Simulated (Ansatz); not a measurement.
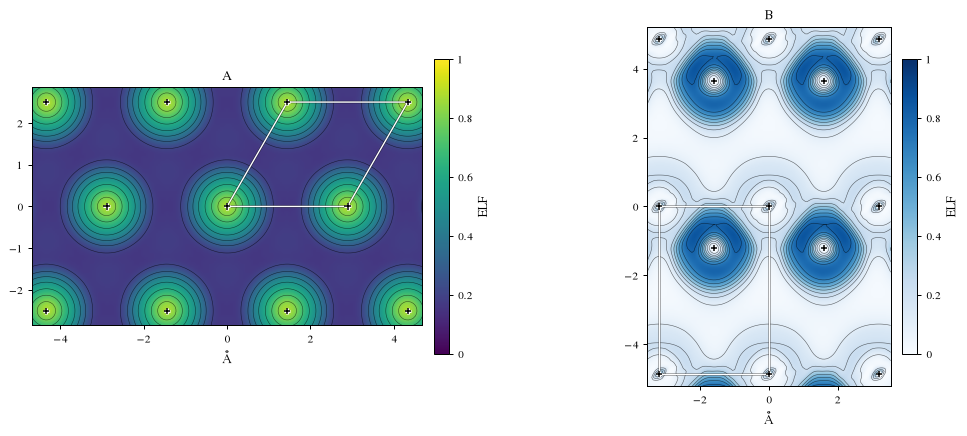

The electron localisation function of 2 systems, each on a plane through atoms (crosses mark nuclei in the plane).

All numbers below come from DFT PBE, scalar-relativistic, plane waves, PAW (Ansatz 0.2.0).

System 1: GaN, the (010) plane of the conventional cell. Space group I-4m2; a structure from a database of computed crystals, not necessarily the ambient phase; changed on purpose from its base cell (strain +0.000 along x and y, +0.080 along z, atoms carried along); computed pressure about −8 GPa in this cell.

```
Ga N
1.0
     2.25350    2.25350    0.00000
    -2.25350    2.25350    0.00000
     0.00000    0.00000    4.86756
Ga N
2 2
Direct
  0.00000 0.00000 0.00000
  0.50000 0.50000 0.50000
  0.00000 0.50000 0.25000
  0.50000 0.00000 0.75000
```

System 2: Ag, the (001) plane of the conventional cell. Space group P-1; not relaxed (largest force 1.2 eV/Å); computed pressure about 6 GPa in this cell.

```
Ag
1.0
    -2.04310    2.04310    0.00000
     0.00000    2.04310   -2.04310
    -8.98964   -7.35516   -8.17240
Ag
6
Direct
  0.66667 0.33333 0.91667
  0.33333 0.66667 0.08333
  0.40000 0.00000 0.75000
  0.86667 0.33333 0.41667
  0.13333 0.66667 0.58333
  0.60000 0.00000 0.25000
```

**Which map belongs to which system?**

Panel A is system 2, Ag: the plane holds Ag. Ag–Ag (2.89 Å): the ELF is about 0.15 at the midpoint; no shared electron pair shows on this line. Panel B is system 1, GaN: the plane holds Ga and N. Ga–N (2.00 Å): the ELF peaks at about 0.85 in the valence shell of N, 0.7 Å from its nucleus, and is about 0.45 at the midpoint.
